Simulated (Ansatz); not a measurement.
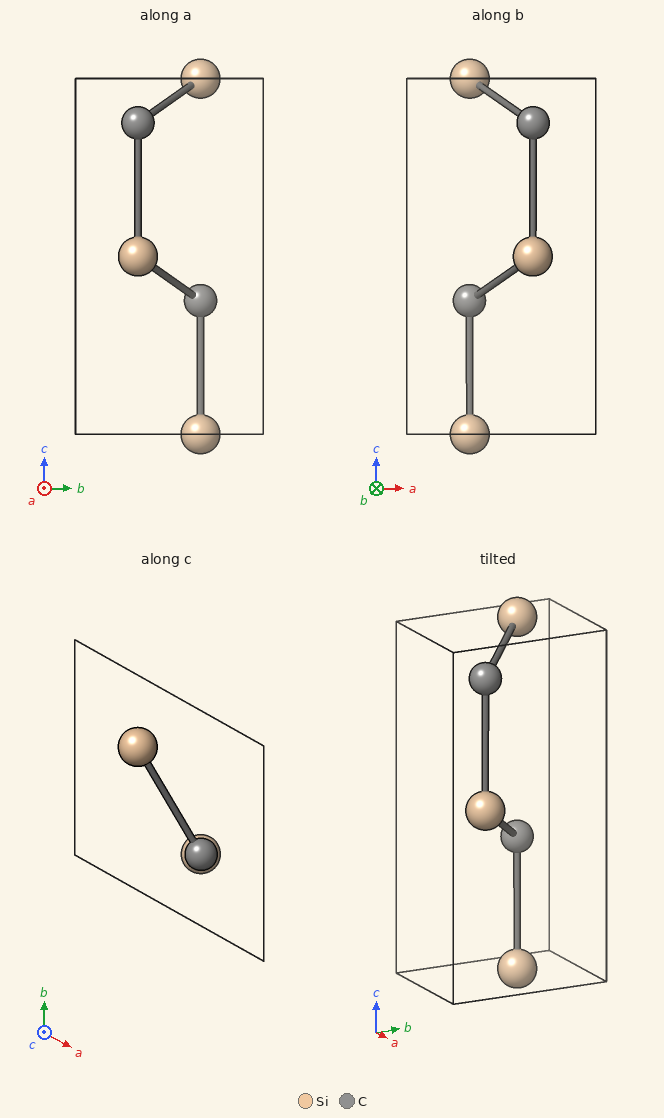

The image is a ball-and-stick drawing of a crystal, viewed along the a axis, along the b axis, along the c axis and slightly off an axis. Lines trace the edges of the unit cell.

Lattice parameters: a = 3.0754 Å, b = 3.0554 Å, c = 5.0481 Å, α = 90.000°, β = 90.000°, γ = 119.354°.

Give the atomic positions as a CIF in P1 with every atom of the cell, with free fractional coordinates to two decimals.

```cif
data_structure
_symmetry_space_group_name_H-M 'P 1'
_symmetry_Int_Tables_number 1
_cell_length_a 3.0754
_cell_length_b 3.0554
_cell_length_c 5.0481
_cell_angle_alpha 90.000
_cell_angle_beta 90.000
_cell_angle_gamma 119.354
_cell_volume 41.35
loop_
_atom_site_label
_atom_site_type_symbol
_atom_site_fract_x
_atom_site_fract_y
_atom_site_fract_z
_atom_site_occupancy
Si1 Si 0.33 0.67 0.00 1
Si2 Si 0.67 0.33 0.50 1
C1 C 0.33 0.67 0.38 1
C2 C 0.67 0.33 0.88 1
```

It goes back to a structure type filled with these elements by a generator (whether the compound takes this form wasn't checked). The cell was then strained or its atoms displaced on purpose. It went into a calculation with Ansatz.
